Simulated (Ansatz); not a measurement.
## Energy of Cd along an even scaling of the cell

System: Cd (2 atoms in the cell).
Method: Kohn-Sham DFT of a periodic cell, PBE, Ansatz PAW, no spin polarisation (Ansatz 0.2.0).

The 7 runs differ only in the geometry, by an even scaling of the cell at fixed fractional positions. The structure derives from an entry of the Crystallography Open Database.

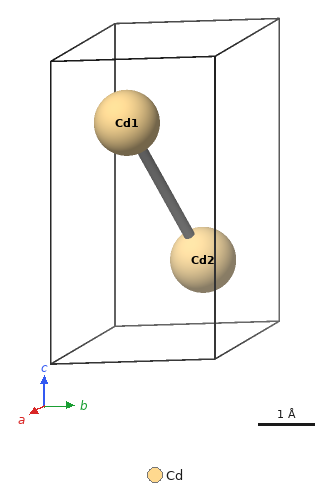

Figure 1. The structure of run 4 (ball-and-stick view of the cell of the calculation, seen slightly off an axis; atoms are numbered from 1 in the order of the input).

**Input of run 4**
```yaml
crystal:
  lattice:
    - [2.97887, 0.0, 0.0]
    - [-1.489435, 2.5797770946, 0.0]
    - [0.0, 0.0, 5.61765]
  atoms:
    - { symbol: Cd, position: [0.6666666667, 0.3333333333, 0.75] }
    - { symbol: Cd, position: [0.3333333333, 0.6666666667, 0.25] }
hamiltonian:
  xc: pbe
  pseudopotentials: { kind: paw }
kpoints:
  mp_grid: { grid: [10, 10, 5] }
scf:
  occupations: { method: fermi_dirac, width: 0.05 }
output:
  forces: true
  stress: true
  eigenvalues: true
```

Command:
```bash
ansatz run input.yaml --threads 1 --pin off --max-ram 2560MiB --backend cpu --events-out ev --progress --plain --runs-dir out
```

Lattice vectors (Å) and fractional positions of run 4:
```
   2.978870    0.000000    0.000000
  -1.489435    2.579777    0.000000
   0.000000    0.000000    5.617650
Cd  0.666667  0.333333  0.750000
Cd  0.333333  0.666667  0.250000
```

Run 3 differs from it as follows:
```diff
-    - [2.97887, 0.0, 0.0]
-    - [-1.489435, 2.5797770946, 0.0]
-    - [0.0, 0.0, 5.61765]
+    - [2.9588769815, 0.0, 0.0]
+    - [-1.4794384907, 2.5624626327, 0.0]
+    - [0.0, 0.0, 5.579946515]
```

**Results, with one run withheld**

```csv
run,volume per atom (Å³),"free energy per atom, from the lowest run given (meV)",pressure (GPa)
1,20.290,50.29,7.45
2,20.722,32.59,5.72
3,21.154,?,?
4,21.585,9.77,2.87
5,22.017,3.67,1.69
6,22.449,0.53,0.66
7,22.880,0.00,−0.24
```

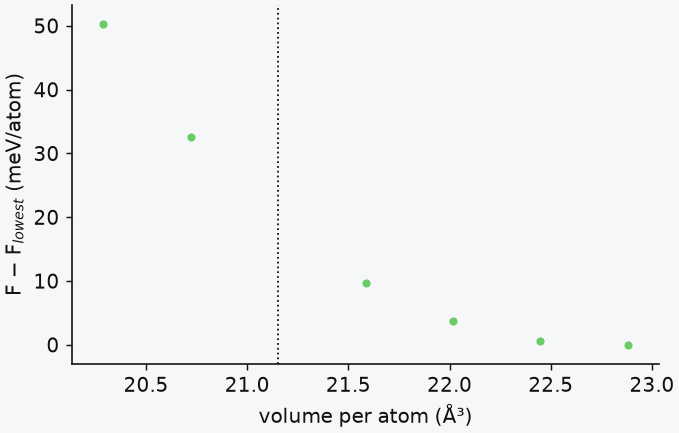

Figure 2. Free energy per atom of the runs given; the dotted line marks run 3.

What should run 3 give?

A cubic polynomial in V^(−2/3) (the Birch–Murnaghan form), fitted to the 6 runs given, misses them by at most 0.01 meV per atom. With x = V^(−2/3) − 0.12883 Å⁻², it reads F = 9.0617 + 4321.8 x + 5.2506e+05 x² + 3.5303e+06 x³ (meV per atom). At run 3 it gives 19.25 meV per atom, and the run itself gives 19.26. The slope of the fit gives a pressure −dF/dV of 4.20 GPa there, and the run prints 4.20 GPa. The fit has its minimum at 22.756 Å³ per atom, where V d²F/dV² gives 46.5 GPa. Cell shape and fractional positions are held, so this is the stiffness under even scaling; the relaxed bulk modulus wasn't computed.

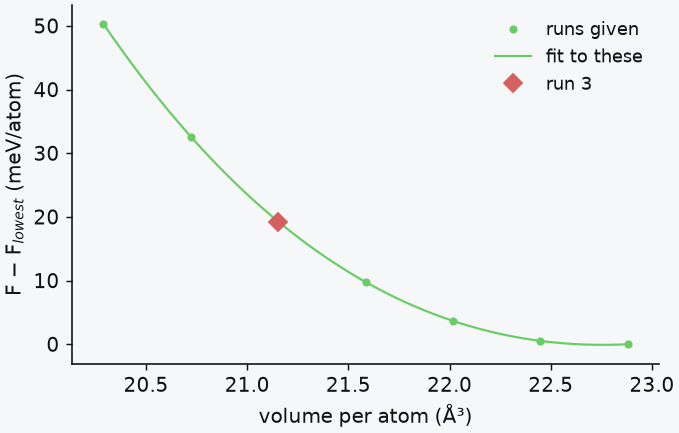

Figure 3. The fit and the withheld run.

**Output, shortened to warnings, some set-up lines, iterations and results (run 3)**
```
Basis set: ecut = 420 eV, 835 PW (Γ), exchange–correlation on 40×40×80 points (8 copies of the dense FFT grid, shifted against one another)
Symmetry: 24 space group operations
k-points: 42 of 500
Initial density: superposition of atomic densities (neutral atoms: chi_scale 0, normalization atom), corrected by the library's trained network
[...]
SCF iter   1: F=—  HF=-16508.880124 eV  |F-HF|=—  |Δ(HF+E_count)|=         —  Δρ=7.12e-4  dr2=1.83e-4  ethr=1.77e-3  ⟨swp⟩=5.9  Hψ=3962  notcnv=0
SCF iter   2: F=—  HF=-16508.880698 eV  |F-HF|=—  |Δ(HF+E_count)|=   5.74e-4  Δρ=4.60e-4  dr2=8.53e-5  ethr=4.56e-7  ⟨swp⟩=2.7  Hψ=2207  notcnv=0
SCF iter   3: F=—  HF=-16508.880745 eV  |F-HF|=—  |Δ(HF+E_count)|=   4.70e-5  Δρ=7.56e-5  dr2=3.17e-6  ethr=2.13e-7  ⟨swp⟩=2.6  Hψ=1476  notcnv=0
SCF iter   4: F=—  HF=-16508.880745 eV  |F-HF|=—  |Δ(HF+E_count)|=   2.69e-7  Δρ=4.54e-5  dr2=4.28e-7  ethr=7.93e-9  ⟨swp⟩=2.0  Hψ=1516  notcnv=0
SCF iter   5: F=-16508.880745 eV  HF=-16508.880745 eV  |F-HF|=4.71e-8  |Δ(HF+E_count)|=   1.65e-9  Δρ=1.17e-5  dr2=2.91e-8  ethr=1.07e-9  ⟨swp⟩=2.0  Hψ=1765  notcnv=0
SCF iter   6: F=-16508.880745 eV  HF=-16508.880745 eV  |F-HF|=1.76e-9  |Δ(HF+E_count)|=   5.12e-8  Δρ=2.95e-6  dr2=2.84e-9  ethr=7.27e-11  ⟨swp⟩=1.8  Hψ=2820  notcnv=0
SCF 1 converged in 6 iterations: F = -16508.880745 eV  dr2 = 2.84e-9
SCF converged after 6 iterations
Free energy (F): -16508.880745 eV
Harris-Foulkes:  -16508.880745 eV  (|F-HF|=1.76e-9)
Internal energy: -16508.878451 eV  (E = F + TS)
E sigma→0 (E₀):  -16508.879598 eV
Entropy (-TS):   -0.002294 eV (-1.147 meV/atom)
Fermi energy:    14.954573 eV
--- Per-component energies (eV) ---
  E_band       = -775.383842
  E_kinetic    = 1010.317249
  E_local      = -5810.678681  (includes V_loc(G=0)·N_el)
  E_nonlocal   = 63.877462
  E_hartree    = 2741.044779
  E_xc         = -354.972884
  E_vxc        = -445.346605  (∫ρ·V_xc dr)
  E_paw        = -8163.598772  (= ΣΔE_a)
  E_vpaw       = -1075.645586  (= ΣTr[D̂ρ^β])
  E_aug_tail   = 0.000029  (compensation charges beyond the density's cutoff)
  E_ewald      = -5994.867632
  E_smearing   = -0.002294  (= −TS)
  E_closure    = 0.000000  (closes the sum)
  Σ components = -16508.880745   (vs F -16508.880745, Δ=0.00e0)
--- Forces (eV/Å), atoms counted from 1 ---
  atom   1  Cd     0.00000000    -0.00000000    -0.00000000
  atom   2  Cd    -0.00000000     0.00000000     0.00000000
  max |Σ_I F_I| component: 1.85e-17 eV/Å
--- Stress (GPa, compression-positive) ---
        4.980129      -0.000000       0.000000
        0.000000       4.980129       0.000000
        0.000000       0.000000       2.648352
  P = ⅓ Tr σ = 4.2029 GPa (42.029 kbar)
```
